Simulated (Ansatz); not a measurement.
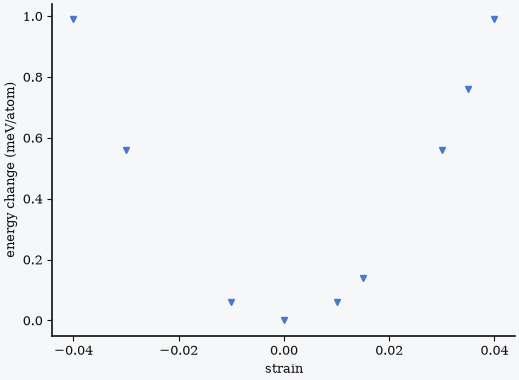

The picture above shows the energy change against strain for K, space group Im-3m (No. 229).

Starting cell:
```
CELL_PARAMETERS angstrom
-2.61800 2.61800 2.61800
2.61800 -2.61800 2.61800
2.61800 2.61800 -2.61800
ATOMIC_POSITIONS crystal
K 0.00000 0.00000 0.00000
```

How it was computed, with Ansatz 0.2.0: homogeneous strain of a crystal along one Voigt pattern with engineering shear, fractional coordinates fixed, by plane-wave density functional theory with PAW datasets, free energies less that of the undisturbed cell; scalar-relativistic. Level: PBEsol, no spin polarisation.

wave cutoff 420 eV; k mesh 14×14×14; occupations Gaussian; smearing width 0.15 eV; k shift (0, 0, 0) (mesh steps); start as given; strain pattern (0, 0, 0, 0, 0, 1) (xx yy zz yz xz xy with engineering shear).

The points at strain −0.03, −0.01, 0.02 and 0.04 follow from computed ones by symmetry.

The points at strain −0.020, 0.005, 0.020 and 0.025 are left out of the plot. What values does the calculation give there?

```
strain  energy change (meV/atom)
-0.020                      0.25
 0.005                      0.02
 0.020                      0.25
 0.025                      0.39
```

Note: reference crystal is not relaxed.
